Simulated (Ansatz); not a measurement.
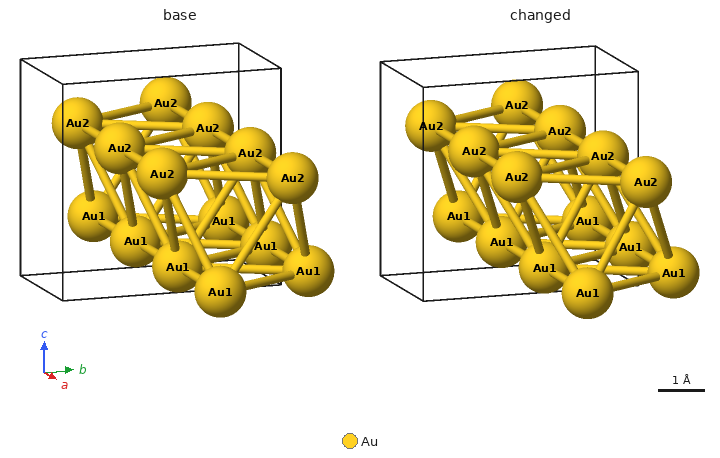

Left: a symmetric starting cell of Au. Right: the same structure after one change, at the same scale. The picture is a ball-and-stick view of the conventional cell (2 times the calculation's cell), repeated 3 × 1 × 1 with one cell outlined, seen slightly off an axis. Lengths and directions refer to the drawn axes.

The calculation used Ansatz, DFT PBE, scalar-relativistic, plane waves, PAW. (plane-wave cutoff 420 eV; k-point mesh 16 × 16 × 10; occupations gaussian; smearing width 0.1 eV; no spin polarisation)

### What distinguishes the right structure from the left one?

The cell is strained by +1.6 % along a, −1.2 % along c, −1.6 % along b (volume −1.2 %) and atoms are displaced by 0.15 Å relative to the cell: Au1 0.15 Å along +b. No relaxation follows. The starting cell wasn't computed here and needn't be at equilibrium, so pressure and forces aren't due to the change alone.

### And its effect?

The pressure is 5.8 GPa (not all of it need come from the change, since the unchanged cell can be under pressure at this level too). The principal stresses (compression positive) are 7.6 GPa along c, 5.9 GPa along b, 4.1 GPa along a. The largest forces, 0.31 eV/Å, act on Au1 and Au2; on Au1 it points along −b. The forces point straight back along the displacements (cosine −1.00). Near-neighbour distances before and after: Au–Au 2.974 → 2.777 Å, Au–Au 2.954 → 3.035 Å, Au–Au 2.823 → 2.868 Å, Au–Au 2.920 → 2.896 Å. The space group stays Cmcm (No. 63).
